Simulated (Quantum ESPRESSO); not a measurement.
## Band-structure run of KTaO₃ (part 1 of 2)

System: KTaO₃ (Pm-3m, 5 atoms in the cell).
Method: Kohn-Sham DFT of a periodic cell, PBEsol, GBRV 1.5 PBEsol, no spin polarisation (Quantum ESPRESSO 7.5).

The structure derives from an entry of the Crystallography Open Database.

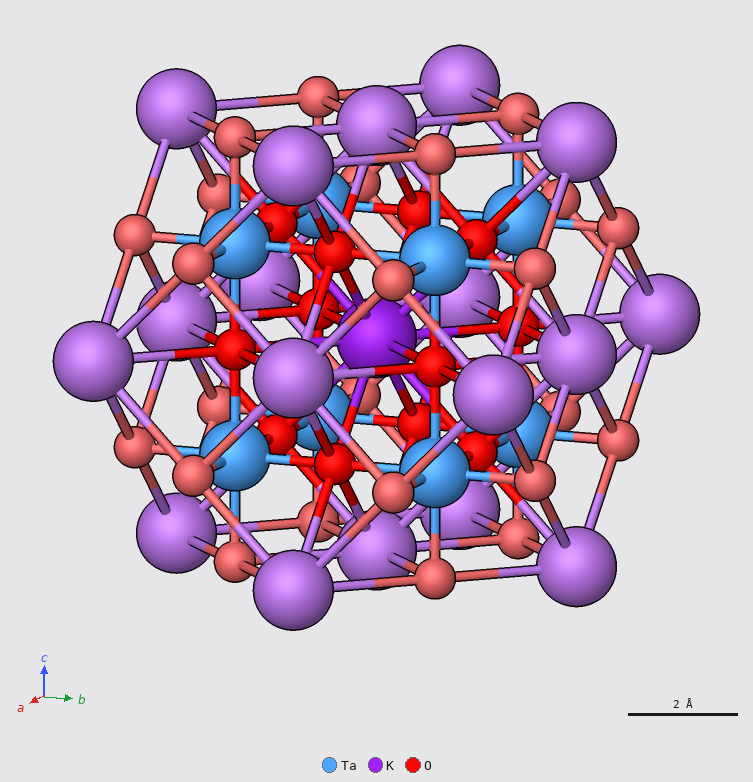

The structure (ball-and-stick view of the cell of the calculation, seen slightly off an axis; neighbours outside the cell are drawn fainter). An atom can appear more than once, as a periodic image.

## The input
```
&CONTROL
  calculation = 'scf'
  prefix = 'pwscf'
  outdir = './tmp'
  pseudo_dir = './pseudo'
  tprnfor = .true.
  tstress = .true.
  disk_io = 'low'
/
&SYSTEM
  ibrav = 0
  nat = 5
  ntyp = 3
  ecutwfc = 56
  ecutrho = 448
  nbnd = 28
  occupations = 'smearing'
  smearing = 'fd'
  degauss = 0.00367493
/
&ELECTRONS
  conv_thr = 1d-09
  electron_maxstep = 120
  mixing_beta = 0.5
/
ATOMIC_SPECIES
Ta   180.9479 ta_pbesol_v1.uspp.F.UPF
K     39.0983 k_pbesol_v1.4.uspp.F.UPF
O     15.9990 o_pbesol_v1.2.uspp.F.UPF
CELL_PARAMETERS angstrom
   3.9883000000    0.0000000000    0.0000000000
   0.0000000000    3.9883000000    0.0000000000
   0.0000000000    0.0000000000    3.9883000000
ATOMIC_POSITIONS crystal
Ta     0.0000000000    0.0000000000    0.0000000000
K      0.5000000000    0.5000000000    0.5000000000
O      0.0000000000    0.0000000000    0.5000000000
O      0.0000000000    0.5000000000    0.0000000000
O      0.5000000000    0.0000000000    0.0000000000
K_POINTS automatic
7 7 7 0 0 0
```

## File bands.in
```
&CONTROL
  calculation = 'bands'
  prefix = 'pwscf'
  outdir = './tmp'
  pseudo_dir = './pseudo'
  disk_io = 'low'
  verbosity = 'high'
/
&SYSTEM
  ibrav = 0
  nat = 5
  ntyp = 3
  ecutwfc = 56
  ecutrho = 448
  nbnd = 28
  occupations = 'smearing'
  smearing = 'fd'
  degauss = 0.00367493
/
&ELECTRONS
  conv_thr = 1d-08
  electron_maxstep = 120
  mixing_beta = 0.5
  diago_full_acc = .true.
  startingwfc = 'random'
/
ATOMIC_SPECIES
Ta   180.9479 ta_pbesol_v1.uspp.F.UPF
K     39.0983 k_pbesol_v1.4.uspp.F.UPF
O     15.9990 o_pbesol_v1.2.uspp.F.UPF
CELL_PARAMETERS angstrom
   3.9883000000    0.0000000000    0.0000000000
   0.0000000000    3.9883000000    0.0000000000
   0.0000000000    0.0000000000    3.9883000000
ATOMIC_POSITIONS crystal
Ta     0.0000000000    0.0000000000    0.0000000000
K      0.5000000000    0.5000000000    0.5000000000
O      0.0000000000    0.0000000000    0.5000000000
O      0.0000000000    0.5000000000    0.0000000000
O      0.5000000000    0.0000000000    0.0000000000
K_POINTS crystal
60
 0.0000000000  0.0000000000  0.0000000000 1
 0.0000000000  0.0714285714  0.0000000000 1
 0.0000000000  0.1428571429  0.0000000000 1
 0.0000000000  0.2142857143  0.0000000000 1
 0.0000000000  0.2857142857  0.0000000000 1
 0.0000000000  0.3571428571  0.0000000000 1
 0.0000000000  0.4285714286  0.0000000000 1
 0.0000000000  0.5000000000  0.0000000000 1
 0.0714285714  0.5000000000  0.0000000000 1
 0.1428571429  0.5000000000  0.0000000000 1
 0.2142857143  0.5000000000  0.0000000000 1
 0.2857142857  0.5000000000  0.0000000000 1
 0.3571428571  0.5000000000  0.0000000000 1
 0.4285714286  0.5000000000  0.0000000000 1
 0.5000000000  0.5000000000  0.0000000000 1
 0.4545454545  0.4545454545  0.0000000000 1
 0.4090909091  0.4090909091  0.0000000000 1
 0.3636363636  0.3636363636  0.0000000000 1
 0.3181818182  0.3181818182  0.0000000000 1
 0.2727272727  0.2727272727  0.0000000000 1
 0.2272727273  0.2272727273  0.0000000000 1
 0.1818181818  0.1818181818  0.0000000000 1
 0.1363636364  0.1363636364  0.0000000000 1
 0.0909090909  0.0909090909  0.0000000000 1
 0.0454545455  0.0454545455  0.0000000000 1
 0.0000000000  0.0000000000  0.0000000000 1
 0.0357142857  0.0357142857  0.0357142857 1
 0.0714285714  0.0714285714  0.0714285714 1
 0.1071428571  0.1071428571  0.1071428571 1
 0.1428571429  0.1428571429  0.1428571429 1
 0.1785714286  0.1785714286  0.1785714286 1
 0.2142857143  0.2142857143  0.2142857143 1
 0.2500000000  0.2500000000  0.2500000000 1
 0.2857142857  0.2857142857  0.2857142857 1
 0.3214285714  0.3214285714  0.3214285714 1
 0.3571428571  0.3571428571  0.3571428571 1
 0.3928571429  0.3928571429  0.3928571429 1
 0.4285714286  0.4285714286  0.4285714286 1
 0.4642857143  0.4642857143  0.4642857143 1
 0.5000000000  0.5000000000  0.5000000000 1
 0.4545454545  0.5000000000  0.4545454545 1
 0.4090909091  0.5000000000  0.4090909091 1
 0.3636363636  0.5000000000  0.3636363636 1
 0.3181818182  0.5000000000  0.3181818182 1
 0.2727272727  0.5000000000  0.2727272727 1
 0.2272727273  0.5000000000  0.2272727273 1
 0.1818181818  0.5000000000  0.1818181818 1
 0.1363636364  0.5000000000  0.1363636364 1
 0.0909090909  0.5000000000  0.0909090909 1
 0.0454545455  0.5000000000  0.0454545455 1
 0.0000000000  0.5000000000  0.0000000000 1
 0.5000000000  0.5000000000  0.0000000000 1
 0.5000000000  0.5000000000  0.0625000000 1
 0.5000000000  0.5000000000  0.1250000000 1
 0.5000000000  0.5000000000  0.1875000000 1
 0.5000000000  0.5000000000  0.2500000000 1
 0.5000000000  0.5000000000  0.3125000000 1
 0.5000000000  0.5000000000  0.3750000000 1
 0.5000000000  0.5000000000  0.4375000000 1
 0.5000000000  0.5000000000  0.5000000000 1
```

Hardware: 2 threads of Intel Xeon @ 2.50GHz (Skylake/Cascade Lake), 128 GiB of memory available, shared host.

Launch command:
```bash
OMP_NUM_THREADS=1 mpirun -n 2 pw.x -nk 2 -in pw.in > pw.out
OMP_NUM_THREADS=1 mpirun -n 2 pw.x -nk 2 -in bands.in > bands.out
```

## Output
```
This program is part of the open-source Quantum ESPRESSO suite
     for quantum simulation of materials; please cite
         "P. Giannozzi et al., J. Phys.:Condens. Matter 21 395502 (2009);
         "P. Giannozzi et al., J. Phys.:Condens. Matter 29 465901 (2017);
         "P. Giannozzi et al., J. Chem. Phys. 152 154105 (2020);
          URL
     in publications or presentations arising from this work. More details at

     Message from routine setup:
     using ibrav=0 with symmetry is DISCOURAGED, use correct ibrav instead

     K-points division:     npool     =       2
     Subspace diagonalization in iterative solution of the eigenvalue problem:
     a serial algorithm will be used

     G-vector sticks info
     --------------------
     sticks:   dense  smooth     PW     G-vecs:    dense   smooth      PW
     Sum        2025    1005    293                68507    24207    3887

     Using Slab Decomposition

     bravais-lattice index     =            0
     lattice parameter (alat)  =       7.5368  a.u.
     unit-cell volume          =     428.1146 (a.u.)^3
     number of atoms/cell      =            5
     number of atomic types    =            3
     number of electrons       =        40.00
     number of Kohn-Sham states=           28
     kinetic-energy cutoff     =      56.0000  Ry
     charge density cutoff     =     448.0000  Ry
     scf convergence threshold =      1.0E-09
     mixing beta               =       0.5000
     number of iterations used =            8  plain     mixing
     Exchange-correlation= SLA  PW   PSX  PSC
                           (   1   4  10   8   0   0   0)

     celldm(1)=   7.536795  celldm(2)=   0.000000  celldm(3)=   0.000000
     celldm(4)=   0.000000  celldm(5)=   0.000000  celldm(6)=   0.000000

     crystal axes: (cart. coord. in units of alat)
               a(1) = (   1.000000   0.000000   0.000000 )
               a(2) = (   0.000000   1.000000   0.000000 )
               a(3) = (   0.000000   0.000000   1.000000 )

     reciprocal axes: (cart. coord. in units 2 pi/alat)
               b(1) = (  1.000000  0.000000  0.000000 )
               b(2) = (  0.000000  1.000000  0.000000 )
               b(3) = (  0.000000  0.000000  1.000000 )

     PseudoPot. # 1 for Ta read from file:
     ta_pbesol_v1.uspp.F.UPF
     Pseudo is Ultrasoft + core correction, Zval = 13.0
     Generated by new atomic code, or converted to UPF format
     Using radial grid of  921 points,  7 beta functions with:
                l(1) =   0
                l(2) =   0
                l(3) =   1
                l(4) =   1
                l(5) =   2
                l(6) =   2
                l(7) =   3
     Q(r) pseudized with  6 coefficients,  rinner =    1.300   1.300   1.300
                                                       1.300   1.300   1.300
                                                       1.300

     PseudoPot. # 2 for K  read from file:
     k_pbesol_v1.4.uspp.F.UPF
     Pseudo is Ultrasoft + core correction, Zval =  9.0
     Generated by new atomic code, or converted to UPF format
     Using radial grid of  841 points,  6 beta functions with:
                l(1) =   0
                l(2) =   0
                l(3) =   1
                l(4) =   1
                l(5) =   2
                l(6) =   2
     Q(r) pseudized with  6 coefficients,  rinner =    1.500   1.500   1.500
                                                       1.500   1.500

     PseudoPot. # 3 for O  read from file:
     o_pbesol_v1.2.uspp.F.UPF
     Pseudo is Ultrasoft + core correction, Zval =  6.0
     Generated by new atomic code, or converted to UPF format
     Using radial grid of  737 points,  5 beta functions with:
                l(1) =   0
                l(2) =   0
                l(3) =   1
                l(4) =   1
                l(5) =   2
     Q(r) pseudized with  8 coefficients,  rinner =    0.900   0.900   0.900
                                                       0.900   0.900

     atomic species   valence    mass     pseudopotential
     Ta               13.00   180.94790     Ta( 1.00)
     K                 9.00    39.09830     K ( 1.00)
     O                 6.00    15.99900     O ( 1.00)

     48 Sym. Ops., with inversion, found

   Cartesian axes

     site n.     atom                  positions (alat units)
         1        Ta     tau(   1) = (   0.0000000   0.0000000   0.0000000  )
         2        K      tau(   2) = (   0.5000000   0.5000000   0.5000000  )
         3        O      tau(   3) = (   0.0000000   0.0000000   0.5000000  )
         4        O      tau(   4) = (   0.0000000   0.5000000   0.0000000  )
         5        O      tau(   5) = (   0.5000000   0.0000000   0.0000000  )

     number of k points=    20  Fermi-Dirac smearing, width (Ry)=  0.0037
                       cart. coord. in units 2pi/alat
        k(    1) = (   0.0000000   0.0000000   0.0000000), wk =   0.0058309
        k(    2) = (   0.0000000   0.0000000   0.1428571), wk =   0.0349854
        k(    3) = (   0.0000000   0.0000000   0.2857143), wk =   0.0349854
        k(    4) = (   0.0000000   0.0000000   0.4285714), wk =   0.0349854
        k(    5) = (   0.0000000   0.1428571   0.1428571), wk =   0.0699708
        k(    6) = (   0.0000000   0.1428571   0.2857143), wk =   0.1399417
        k(    7) = (   0.0000000   0.1428571   0.4285714), wk =   0.1399417
        k(    8) = (   0.0000000   0.2857143   0.2857143), wk =   0.0699708
        k(    9) = (   0.0000000   0.2857143   0.4285714), wk =   0.1399417
        k(   10) = (   0.0000000   0.4285714   0.4285714), wk =   0.0699708
        k(   11) = (   0.1428571   0.1428571   0.1428571), wk =   0.0466472
        k(   12) = (   0.1428571   0.1428571   0.2857143), wk =   0.1399417
        k(   13) = (   0.1428571   0.1428571   0.4285714), wk =   0.1399417
        k(   14) = (   0.1428571   0.2857143   0.2857143), wk =   0.1399417
        k(   15) = (   0.1428571   0.2857143   0.4285714), wk =   0.2798834
        k(   16) = (   0.1428571   0.4285714   0.4285714), wk =   0.1399417
        k(   17) = (   0.2857143   0.2857143   0.2857143), wk =   0.0466472
        k(   18) = (   0.2857143   0.2857143   0.4285714), wk =   0.1399417
        k(   19) = (   0.2857143   0.4285714   0.4285714), wk =   0.1399417
        k(   20) = (   0.4285714   0.4285714   0.4285714), wk =   0.0466472

     Dense  grid:    68507 G-vectors     FFT dimensions: (  54,  54,  54)

     Smooth grid:    24207 G-vectors     FFT dimensions: (  36,  36,  36)

     Initial potential from superposition of free atoms

     starting charge      39.4953, renormalised to      40.0000

     negative rho (up, down):  9.341E-02 0.000E+00
     Starting wfcs are   33 randomized atomic wfcs

     Self-consistent Calculation

     iteration #  1     ecut=    56.00 Ry     beta= 0.50
     Davidson diagonalization with overlap
     ethr =  1.00E-02,  avg # of iterations =  6.7

     negative rho (up, down):  9.517E-02 0.000E+00

     total energy              =    -295.35804865 Ry
     estimated scf accuracy    <       1.47340245 Ry

     iteration #  2     ecut=    56.00 Ry     beta= 0.50
     Davidson diagonalization with overlap
     ethr =  3.68E-03,  avg # of iterations =  2.5

     negative rho (up, down):  9.613E-02 0.000E+00

     total energy              =    -295.72150612 Ry
     estimated scf accuracy    <       0.94950603 Ry

     iteration #  3     ecut=    56.00 Ry     beta= 0.50
     Davidson diagonalization with overlap
     ethr =  2.37E-03,  avg # of iterations =  1.9

     negative rho (up, down):  9.688E-02 0.000E+00

     total energy              =    -295.91958613 Ry
     estimated scf accuracy    <       0.02373699 Ry

     iteration #  4     ecut=    56.00 Ry     beta= 0.50
     Davidson diagonalization with overlap
     ethr =  5.93E-05,  avg # of iterations =  7.8

     negative rho (up, down):  9.784E-02 0.000E+00

     total energy              =    -295.92533166 Ry
     estimated scf accuracy    <       0.00286399 Ry

     iteration #  5     ecut=    56.00 Ry     beta= 0.50
     Davidson diagonalization with overlap
     ethr =  7.16E-06,  avg # of iterations =  5.5

     negative rho (up, down):  9.809E-02 0.000E+00
```
